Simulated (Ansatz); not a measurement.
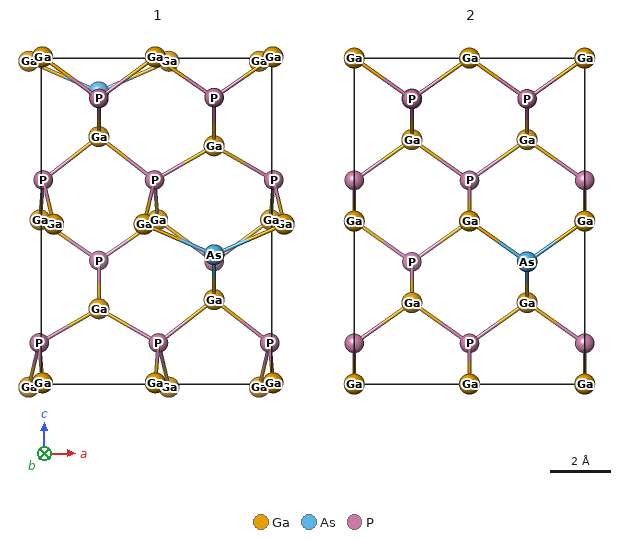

Two geometries of a defect cell of composition Ga8AsP6, drawn at one scale. One is the start of a relaxation, the other its converged end. The picture is a ball-and-stick view of the conventional cell (2 times the calculation's cell) (origin shifted), seen along the b axis. Lengths and directions refer to the drawn axes.

Level of theory: DFT PBE, scalar-relativistic, plane waves, PAW in Ansatz. Settings: plane-wave cutoff 420 eV; k-point mesh 2 × 2 × 2; occupations gaussian; smearing width 0.02 eV; no spin polarisation; atoms relaxed in a fixed cell; force threshold 0.02 eV/Å; at most 60 steps.

Question: Which of the two is the end point?

Answer: Structure 1 is the relaxed one. Case: As after trading places with the vacancy, charge +0, atoms relaxed. The largest moves, 0.43 Å, are those of Ga atoms. Largest moves by element: Ga 0.43 Å, As 0.24 Å, P 0.07 Å. The cell doesn't change. Some distances before and after: As–Ga 2.384 → 2.581 Å, Ga–P 2.384 → 2.471 Å, Ga–P 2.384 → 2.333 Å, As–Ga 2.384 → 2.420 Å. Bond angles that change, for instance: Ga–As–Ga 109.5° → 133.0°, Ga–P–Ga 109.5° → 92.5°, As–Ga–P 109.5° → 96.3°. After 9 geometry steps the energy has fallen by 0.315 eV per cell of the calculation. Largest force component: 0.57 eV/Å at the start, 0.012 eV/Å at the end.

Limits of the set-up: the k-point mesh is coarse for a cell with partly filled bands; the periodic images lie only 7.8 Å apart, so the values are limited by the cell's size.
